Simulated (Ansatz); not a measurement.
AlCu

The calculation's input:

```
crystal:
  lattice:
    - [2.997509, -0.08992527, 0.0]
    - [-0.08992527, 2.997509, 0.0]
    - [0.0, 0.0, 2.997509]
  atoms:
    - { symbol: Al, position: [0.0, 0.0, 0.0] }
    - { symbol: Cu, position: [0.5, 0.5, 0.5] }
basis:
  ecutwfc: 420
kpoints:
  mp_grid: { grid: [16, 16, 16] }
hamiltonian:
  xc: pbesol
scf:
  occupations: { method: gaussian, width: 0.15 }
output:
  forces: true
  stress: true
  eigenvalues: true
  write_density: true
  write_potential: true
  elf: true
  volumetric_format: npy
```

Launched as:

```sh
ansatz run input.yaml --threads 1 --pin off --max-ram 2560MiB --backend cpu --events-out ev --progress --plain --runs-dir out
```

Below, planes, directions and counts refer to the conventional cell (a = 4.11 Å, b = 4.37 Å, c = 3.00 Å, α = 90.00°, β = 90.00°, γ = 90.00°).

Space group Cmmm; a structure from a database of computed crystals, not necessarily the ambient phase; changed on purpose from its base cell (strain -0.0600 x Voigt [0, 0, 0, 0, 0, 1], atoms carried along); computed pressure about −4 GPa in this cell; computed without spin polarisation.

Theory: Ansatz, DFT PBEsol, scalar-relativistic, plane waves, PAW.

Question: What can the converged valence pseudo-density and electron localisation function tell about the bonding?

Answer: Al–Cu (2.65 Å): ρ is about 0.24 e/Å³ halfway; the ELF is about 0.40 at the midpoint.

Question: Metal or insulator at this level of theory?

Answer: It is gapless in this calculation (a metal or semimetal).

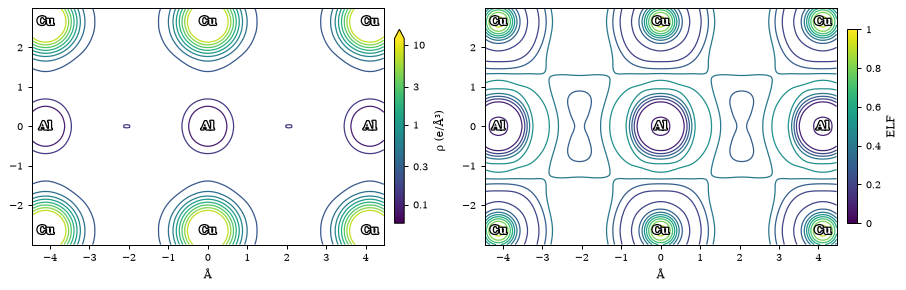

Computed valence pseudo-density and electron localisation function on the (011) plane of the conventional cell, in this order. 
